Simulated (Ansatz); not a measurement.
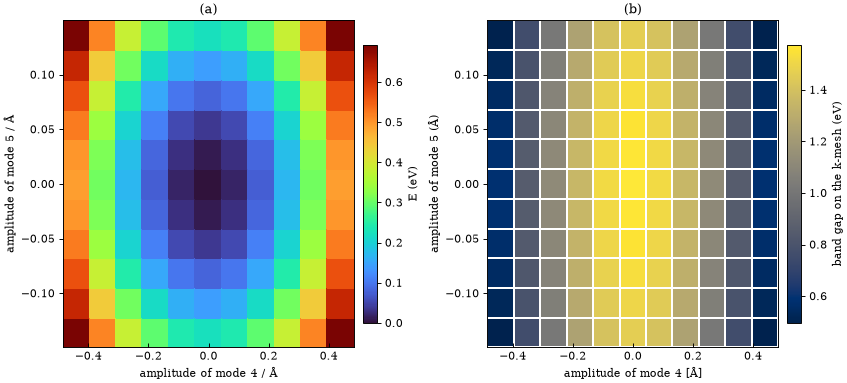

SnO2 (R-3m, No. 166; 6 atoms in the cell). The energy is mapped over two normal modes frozen in (zone-centre modes of the 6-atom cell of this scan, which folds in the wave vector (0, 1/2, 1/2) of the primitive cell). First axis: amplitude of mode 4 (69 cm⁻¹), largest displacement. Second axis: amplitude of mode 5 (162 cm⁻¹), largest displacement. Nothing is relaxed (the cell and all other modes fixed). The scan uses an 11 × 11 grid; 36 points were computed and 85 follow by symmetry. Points are written as (first, second). Energies are in eV per cell, from the lowest grid point. The calculation used DFT PBE+D3(BJ), scalar-relativistic, plane waves, PAW (Ansatz 0.2.0). Settings: cutoff 520 eV, k-mesh 8×6×6 in the order of the run's cell vectors, gaussian smearing 0.05 eV, no spin polarisation.

Panel (a) is the energy; panel (b) is the computed band gap on the k-mesh, in eV.

The picture shows one coloured cell a grid point.

Q: How does the band gap on the k-mesh vary over the map, and what is it at the lowest grid point?

A: It runs from 0.50 eV at (−0.440 Å, −0.136 Å) to 1.57 eV at (0.000 Å, 0.000 Å). At the lowest grid point, (0.000 Å, 0.000 Å), it is 1.57 eV.

```csv
"second ↓, first →",−0.440,−0.352,−0.264,−0.176,−0.088,0.000,0.088,0.176,0.264,0.352,0.440
0.136,0.50,0.76,1.02,1.25,1.41,1.46,1.41,1.25,1.02,0.76,0.50
0.109,0.53,0.79,1.05,1.28,1.45,1.50,1.45,1.28,1.05,0.79,0.53
0.082,0.55,0.82,1.08,1.32,1.48,1.53,1.48,1.32,1.08,0.82,0.55
0.054,0.57,0.84,1.10,1.34,1.50,1.55,1.50,1.34,1.10,0.84,0.57
0.027,0.58,0.85,1.11,1.35,1.51,1.57,1.51,1.35,1.11,0.85,0.58
0.000,0.58,0.85,1.12,1.35,1.52,1.57,1.52,1.35,1.12,0.85,0.58
−0.027,0.58,0.85,1.11,1.35,1.51,1.57,1.51,1.35,1.11,0.85,0.58
−0.054,0.57,0.84,1.10,1.34,1.50,1.55,1.50,1.34,1.10,0.84,0.57
−0.082,0.55,0.82,1.08,1.32,1.48,1.53,1.48,1.32,1.08,0.82,0.55
−0.109,0.53,0.79,1.05,1.28,1.45,1.50,1.45,1.28,1.05,0.79,0.53
−0.136,0.50,0.76,1.02,1.25,1.41,1.46,1.41,1.25,1.02,0.76,0.50
```

PAW datasets: the set soft_1.
